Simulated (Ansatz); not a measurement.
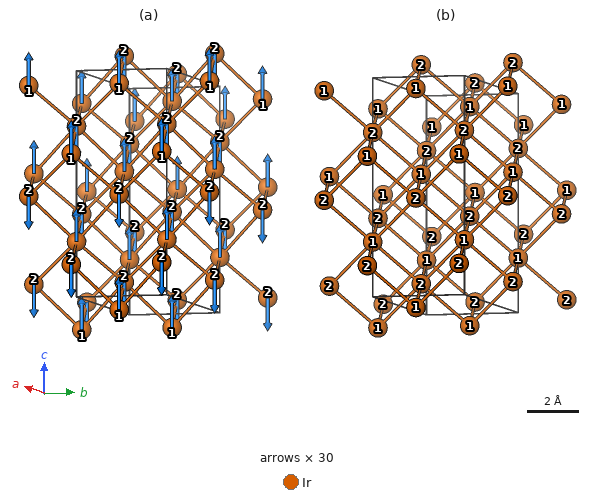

The structure of crystalline Ir (built on the grey arsenic (A7)_166 type) before (left) and after (right) a relaxation, at one scale. The blue arrows give the displacements (the part carried along by the change of the cell is left out), magnified 30 times.

The picture is a ball-and-stick view of the conventional cell (3 times the calculation's cell), seen from a free direction. Lengths and directions refer to the drawn axes.

Case: grey arsenic (A7) type (R-3m, No. 166).

The calculation used DFT PBE, scalar-relativistic, plane waves, PAW (Ansatz). Set-up: plane-wave cutoff 420 eV; k-point mesh 18 × 18 × 18; occupations gaussian; smearing width 0.1 eV; no spin polarisation; cell and atoms relaxed; force threshold 0.01 eV/Å; at most 80 steps.

Q: Summarise the run.

A: The largest moves relative to the cell, 0.046 Å, are those of Ir1 and Ir2. Ir1 goes along +c. The volume changes by −0.3 %, with a = b 3.582 → 3.636 Å (+1.5 %), c 9.198 → 8.901 Å (−3.2 %). Some distances before and after: Ir1–Ir2 2.633 → 2.571 Å, Ir1–Ir2 (another image) 2.518 → 2.570 Å. Among the angles between lasting bonds that change: Ir2–Ir1–Ir2 85.7° → 90.0°, Ir2–Ir1–Ir2 176.6° → 180.0°. The space group (tolerance 0.01 Å) goes from R-3m (No. 166) to Pm-3m (No. 221). After 4 accepted moves (5 points after the start) the energy has fallen by 15.9 meV per atom. The largest force component goes from 0.41 to 0.0047 eV/Å. Pressure: 0.05 GPa at the start and 0.00 GPa at the end. The SCF was repeated once at an unchanged geometry on a basis and grid sized afresh for the cell, which shifted the energy by 0.1 meV per atom at most.
